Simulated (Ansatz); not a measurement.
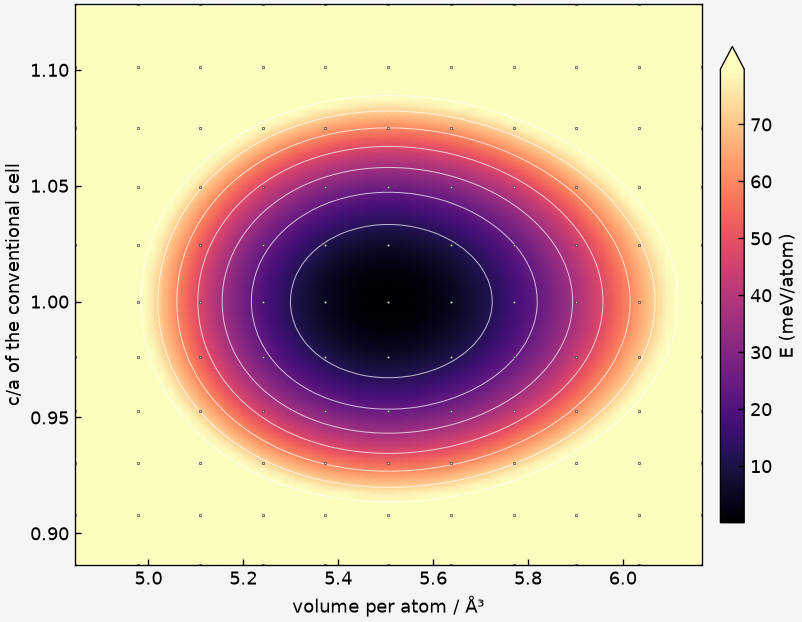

C (Fd-3m, No. 227; 2 atoms in the cell). 
- The energy is mapped over volume and the cell's shape.
- Coordinates scanned: (1) volume per atom; (2) c/a of the conventional cell.
- Nothing is relaxed (symmetry fixes all fractional coordinates).
- The grid has 11 × 11 points.
- Points are written as (first, second).
- Energies are in meV/atom, from the lowest grid point.
- These are results of DFT LDA, scalar-relativistic, plane waves, PAW (Ansatz 0.2.0), not measurements. Settings: cutoff 520 eV, k-mesh 12×12×12, gaussian smearing 0.05 eV, no spin polarisation.

The picture shows a smooth colour map with a few white contour lines, dots at the grid points, one colour for all values above the top of the scale. Between grid points the surface is interpolated.

Estimate the position of the minimum and the force constants in these coordinates.

Answer. The interpolated minimum is at volume per atom ≈ 5.506 Å³, c/a of the conventional cell ≈ 1.000. The curvatures there are about 1.1 eV/(Å³)² and 44 eV, with a cross term of about 0 eV/Å³ (per cell of 2 atoms). Round the minimum the two coordinates are nearly uncoupled.

PAW datasets: the set soft_1.
